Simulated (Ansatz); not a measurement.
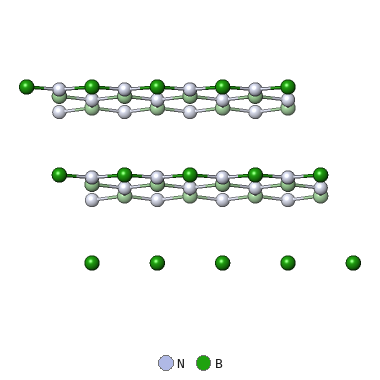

The system is N₂ on a BN(101) slab cut from the R3m phase, its upper half relaxed before the scan (12 atoms of substrate and one adsorbate in a 2 × 1 cell); the picture shows it without the atoms that are moved over the map. N2 is moved over the surface cell at a fixed height above a rigid substrate; the origin of the map has the adsorbate above B11; the height is held at 3.40 Å. Places are given modulo a cell vector. The map is drawn in real space over the plane of the surface. The scan uses a 4 × 4 grid. Places are given in fractions of the 1 × 1 surface cell. Energies are in meV, from the lowest grid point. At a fixed height the lowest place need not be the adsorption site. Theory: Ansatz, DFT PBE+D3(BJ), scalar-relativistic, plane waves, PAW. Settings: cutoff 420 eV, k-mesh 6×8×1, gaussian smearing 0.05 eV, no spin polarisation.

Range: position of N13 along the first surface vector from 0.00 to 0.75; position of N13 along the second surface vector from 0.00 to 0.75.

**What will the energy surface look like?**

The lowest grid point is at (3/4, 2/4) of the cell vectors. The highest grid point, the top site over a surface B atom, (0/4, 0/4) of the cell vectors, lies 18.4 meV above the lowest.

```tsv
second ↓, first →	0/4	1/4	2/4	3/4
3/4	6.9	4.6	4.4	6.7
2/4	0.4	0.6	0.1	0.0
1/4	11.0	10.8	7.7	7.8
0/4	18.4	15.1	11.7	15.0
```

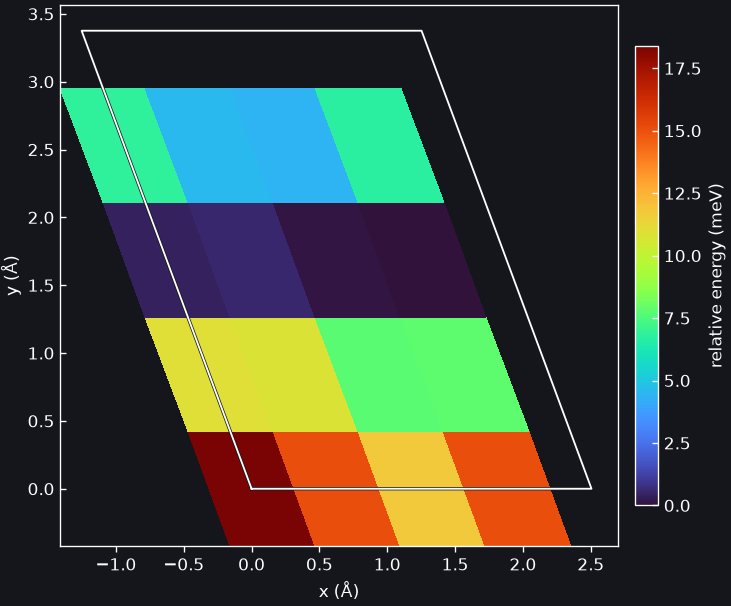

In the figure: one coloured cell a grid point, the outline of one cell of the plane.

Time for the 16 points that were run: 46 min on 1 thread of Arm Neoverse N1, with other jobs on the host.

PAW datasets: the set soft_1.
